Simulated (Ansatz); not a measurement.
Si2Ni

The calculation's input:

```
crystal:
  lattice:
    - [2.695694617, 2.695694617, 0.0]
    - [-2.695694617, 2.695694617, 0.0]
    - [0.2287372732, 0.2287372732, 5.3913892341]
  atoms:
    - { symbol: Si, position: [-0.0068739137, 0.5, 0.7502246873] }
    - { symbol: Si, position: [0.5068739137, 0.0, 0.7497753127] }
    - { symbol: Si, position: [0.4931260863, 0.0, 0.2502246873] }
    - { symbol: Si, position: [0.0068739137, 0.5, 0.2497753127] }
    - { symbol: Ni, position: [0.0, 0.0, 0.0] }
    - { symbol: Ni, position: [0.5, 0.5, 0.5] }
basis:
  ecutwfc: 420
kpoints:
  mp_grid: { grid: [10, 10, 8] }
hamiltonian:
  xc: pbesol
scf:
  occupations: { method: gaussian, width: 0.1 }
output:
  forces: true
  stress: true
  eigenvalues: true
  write_density: true
  write_potential: true
  elf: true
  volumetric_format: npy
relax:
  adjacent_minimum: "off"
  f_tol: 0.008
  max_steps: 40
```

Command:

```sh
ansatz run input.yaml --threads 1 --pin off --max-ram 2560MiB --backend cpu --events-out ev --progress --plain --runs-dir out
```

Below, planes, directions and counts refer to the conventional cell (a = 6.42 Å, b = 3.81 Å, c = 3.81 Å, α = 90.00°, β = 122.91°, γ = 90.00°).

The fields are those of the run's last geometry, not of the input's.

Space group C2/m; a structure from a database of computed crystals, not necessarily the ambient phase; computed without spin polarisation.

Theory: DFT PBEsol, scalar-relativistic, plane waves, PAW in Ansatz.

The density is the valence pseudo-density of a PAW calculation; it isn't the true density close to the nuclei.

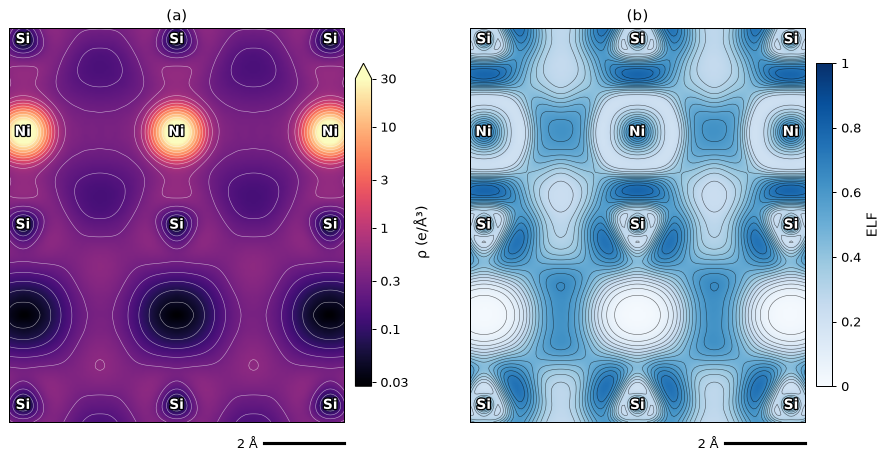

Figure 1. (a) valence charge density (pseudo); (b) electron localisation function on the (101) plane of the conventional cell.

### What does the map show?

The section cuts through Si and Ni sites.
Si–Ni (2.30 Å): ρ is about 0.51 e/Å³ halfway; the ELF peaks at about 0.80 in the valence shell of Si, 0.9 Å from its nucleus, and is about 0.55 at the midpoint.
Between the atoms the lowest density in this plane is 0.03 e/Å³.
The features right at Ni lie inside the PAW spheres, where the map follows smoothed inner orbitals and isn't to be read closely.

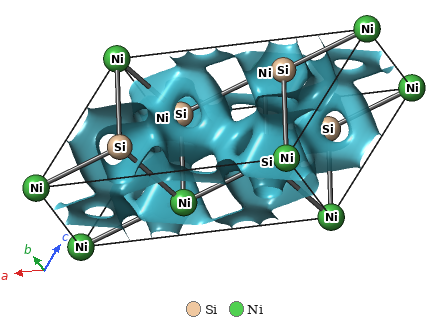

Figure 2. Isosurface of the electron localisation function at 0.55 (cyan), seen at an oblique angle. Only the valence region is drawn (cores and ρ < 0.01 e/Å³ removed). Sticks mark near contacts.

### Describe the localisation domains.

At this value the surface marks out one network that runs through the whole crystal, counted in one cell of 6 atoms. Any copies at cell faces, edges or corners count once. Along the contacts the grid gives the following. Si–Ni (2.37 Å): the ELF peaks at about 0.75 in the valence shell of Si, 0.9 Å from its nucleus, and is about 0.50 at the midpoint.

### Does the calculation make it a metal, or give it a gap?

It is metallic or semimetallic at this level of theory: no gap opens.
